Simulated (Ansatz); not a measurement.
Single-point calculation, with input and output: Ta

The run: single-point calculation of Ta (R-3m, 1 atom in the cell). Method and program: DFT PBEsol, scalar-relativistic, plane waves, PAW, no spin polarisation (Ansatz 0.2.0).

The structure derives from an entry of the Crystallography Open Database. It belongs to a series of runs on one base structure; here: ratio of the length along [111] to the lengths across it x 1.41, volume and fractional coordinates fixed. Figures and captions count atoms from 1; the log counts them from 0 in places.

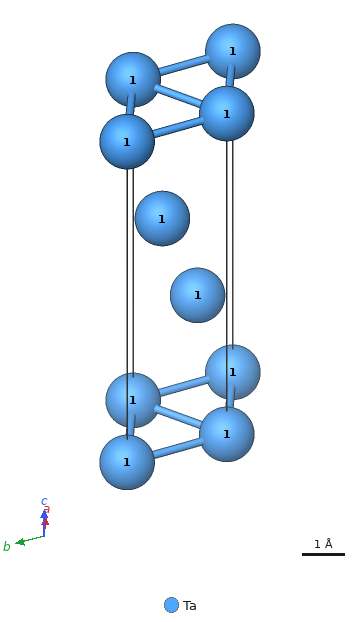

**Figure 1.** The structure (ball-and-stick view of the cell 3 times as large as that of the calculation, set on its symmetry axes, seen at an oblique angle; atoms are numbered from 1 in the order of the input). An atom can appear more than once, as a periodic image.

### The input
```yaml
crystal:
  lattice:
    - [0.5143222927, 2.3959892174, 2.3959892174]
    - [2.3959892174, 0.5143222927, 2.3959892174]
    - [2.3959892174, 2.3959892174, 0.5143222927]
  atoms:
    - { symbol: Ta, position: [0.0, 0.0, 0.0] }
basis:
  ecutwfc: 420
kpoints:
  mp_grid: { grid: [22, 22, 22] }
hamiltonian:
  xc: pbesol
scf:
  occupations: { method: gaussian, width: 0.15 }
output:
  forces: true
  stress: true
  eigenvalues: true
  write_density: true
  write_potential: true
  elf: true
  volumetric_format: npy
```

Machine: 1 thread of Intel Xeon @ 2.70GHz, 189 GiB of memory available, shared host.

Launch command:
```bash
ansatz run input.yaml --threads 1 --pin off --max-ram 2560MiB --backend cpu --events-out ev --progress --plain --runs-dir out
```

### Output
```
Engine: ansatz 0.2.0, x86_64-unknown-linux-gnu
Pseudopotentials: kind: paw
Pseudopotential: Ta, paw, valence charge 13, recommended cutoff 420 eV (normal), Ta.paw.azcp
Functional definition: PBEsol
  exchange = pbesol_x
  correlation = pbesol_c
Crystal: 1 atoms, lattice volume = 18.788 Å³
Basis set: ecut = 420 eV, 395 PW (Γ), exchange–correlation on 48×48×48 points (8 copies of the dense FFT grid, shifted against one another)
Bands: 11, of which v1, the nominal top of the filled ones, is band 7 counted from 1 (6 counted from 0)
Symmetry: 12 space group operations
Space group: R-3m (ITA 166), of the structure as read, at distance tolerance 2.7e-5 Å
k-points: 1024 of 10648
Non-local potential: Ta, projectors of the file, l = 0: 3, l = 1: 2, l = 2: 2, l = 3: 1
PAW form: soft (Blöchl's): semilocal exchange-correlation on the pseudo side does not see the compensation charge
PAW frozen core: Ta, regenerated for the run's functional, and the local potential with it (the file was generated under x = pbe(κ = 0.804, μ = 0.2195149727645171), c = pbe(β = 0.06672455060314922))
PAW one-centre angular grid: Ta, 590 points (default); XC on 64 Gauss nodes
Initial density: superposition of atomic densities (neutral atoms: chi_scale 0, normalization atom), corrected by the library's trained network
Initial wavefunctions: pseudopotential atomic-orbital guess
Functional: x = pbesol(κ = 0.804, μ = 0.12345679012345678), c = pbesol(β = 0.046)
SCF iter   1: F=—  HF=-9805.620570 eV  |F-HF|=—  |Δ(HF+E_count)|=         —  Δρ=4.41e-3  dr2=5.47e-3  ethr=1.77e-3  ⟨swp⟩=5.0  Hψ=63432  notcnv=0
preconditioner: auto → none  [metal: Δε(μ)=0.001 eV  Ē_g=8.026 eV  σ=0.150 eV  W_gap=0.00  n_scr=2 (ndim 8)  ℏωp=19.2 eV  f_vac=0.000  D(μ)=1.14/eV (n_scr^D=14)  sad-step TF]
SCF iter   2: F=—  HF=-9805.619465 eV  |F-HF|=—  |Δ(HF+E_count)|=   1.10e-3  Δρ=2.78e-3  dr2=2.20e-3  ethr=4.21e-5  ⟨swp⟩=1.1  Hψ=19660  notcnv=0
SCF iter   3: F=—  HF=-9805.618891 eV  |F-HF|=—  |Δ(HF+E_count)|=   5.74e-4  Δρ=3.84e-4  dr2=1.27e-5  ethr=1.69e-5  ⟨swp⟩=2.1  Hψ=13619  notcnv=0
SCF iter   4: F=—  HF=-9805.618889 eV  |F-HF|=—  |Δ(HF+E_count)|=   2.25e-6  Δρ=4.87e-5  dr2=1.97e-7  ethr=9.78e-8  ⟨swp⟩=2.4  Hψ=17876  notcnv=0
iter 5 did not close the SCF: its close was put off for the readings that it lacked (scf_convergence_deferred on its scf_iter line)
SCF iter   5: F=-9805.618889 eV  HF=-9805.618889 eV  |F-HF|=1.85e-9  |Δ(HF+E_count)|=   8.21e-8  Δρ=8.04e-6  dr2=8.08e-9  ethr=1.52e-9  ⟨swp⟩=2.1  Hψ=13957  notcnv=0
SCF iter   6: F=-9805.618889 eV  HF=-9805.618889 eV  |F-HF|=1.02e-10  |Δ(HF+E_count)|=   1.12e-9  Δρ=1.54e-6  dr2=1.71e-10  ethr=6.22e-11  ⟨swp⟩=5.8  Hψ=59919  notcnv=0
SCF 1 converged in 6 iterations: F = -9805.618889 eV  dr2 = 1.71e-10
  greatest PAW one-centre occupation: 1.000 electrons in one spin orbital (limit 2), on the Ta atom at site 0 (counted from 0), in its partial waves of l = 0
```

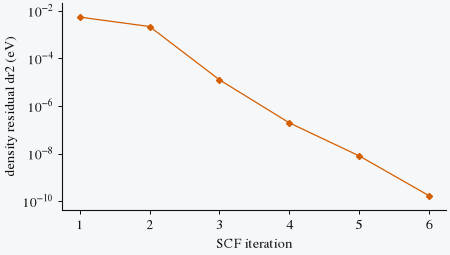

**Figure 2.** Convergence of the self-consistent field: density residual dr2 against the SCF iteration. The residual falls at every step.

```
SCF converged after 6 iterations
Free energy (F): -9805.618889 eV
Harris-Foulkes:  -9805.618889 eV  (|F-HF|=1.02e-10)
Internal energy: -9805.606042 eV  (E = F + TS)
E sigma→0 (E₀):  -9805.612465 eV
Entropy (-TS):   -0.012847 eV (-12.847 meV/atom)
Fermi energy:    18.033903 eV
--- Per-component energies (eV) ---
  E_band       = -117.573022
  E_kinetic    = 367.963775
  E_local      = -639.195037  (includes V_loc(G=0)·N_el)
  E_nonlocal   = 19.234384
  E_hartree    = 227.118020
  E_xc         = -217.140492
  E_vxc        = -204.030502  (∫ρ·V_xc dr)
  E_paw        = -8273.115570  (= ΣΔE_a)
  E_vpaw       = -115.781621  (= ΣTr[D̂ρ^β])
  E_aug_tail   = 0.000145  (compensation charges beyond the density's cutoff)
  E_ewald      = -1290.684912
  E_core_change = 0.213646  (= ΣΔE_core)
  E_smearing   = -0.012847  (= −TS)
  E_closure    = 0.000000  (closes the sum)
  Σ components = -9805.618889   (vs F -9805.618889, Δ=0.00e0)
--- Forces (eV/Å), atoms counted from 1 ---
  atom   1  Ta    -0.00000000     0.00000000     0.00000000
  max |Σ_I F_I| component: 4.11e-33 eV/Å
--- Stress (GPa, compression-positive) ---
        8.352524     -19.715233     -19.715233
      -19.715233       8.352524     -19.715233
      -19.715233     -19.715233       8.352524
  P = ⅓ Tr σ = 8.3525 GPa (83.525 kbar)
--- Band table (eV; the first three rows and the last of 1024) ---
  k-point 0: bands = ["-49.5302", "-16.0681", "-14.9446", "-14.9446", "9.9752", "15.2554", "18.9531", "18.9531", "23.1158", "23.1158", "27.6498"]
  k-point 1: bands = ["-49.5252", "-16.0634", "-14.9945", "-14.9551", "10.0838", "15.3287", "18.8353", "19.0568", "22.7814", "23.0571", "28.0392"]
  k-point 2: bands = ["-49.5107", "-16.0495", "-15.1384", "-14.9855", "10.3989", "15.5414", "18.5217", "19.3653", "22.0209", "22.8901", "28.9384"]
  k-point 1023: bands = ["-49.5170", "-16.3914", "-14.9576", "-14.9576", "12.1816", "16.3496", "18.8058", "18.8058", "23.2403", "23.8638", "23.8638"]
```

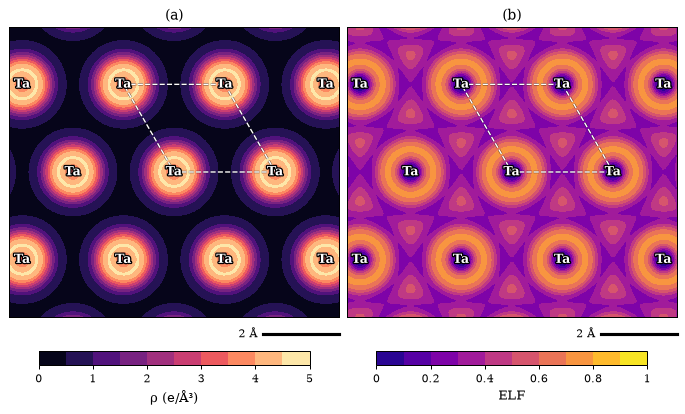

**Figure 3.** (a) valence electron density; (b) electron localisation function on the (001) plane of the conventional cell. The section cuts through Ta sites. Ta–Ta (2.66 Å): ρ at the midpoint is about 0.44 e/Å³; the ELF is about 0.30 at the midpoint (no shared electron pair). Away from the nuclei the density in this plane falls to 0.39 e/Å³ at its lowest. The ELF has a maximum of about 0.50 in the space between the atoms. The strong features right at Ta lie inside the PAW spheres (semicore, d or f shells) and say nothing about bonding. In a PAW calculation such maps are meaningful between the atoms, not at the nuclei.

### Key numbers

- outcome: converged
- space group (tolerance 0.01 Å): R-3m (166)
- electrons treated: 13
- free energy: −9805.6189 eV
- Fermi energy: 18.034 eV
- gap on the k-point mesh: none (metallic)
- pressure: 8.35 GPa
- largest force (length of the vector): under 0.001 eV/Å
- wall time: 20 s
- peak memory: 0.49 GiB

Spin–orbit coupling is left out, which matters for Ta. The cell is under a pressure of 8.4 GPa at this level, so it is not at its equilibrium volume.
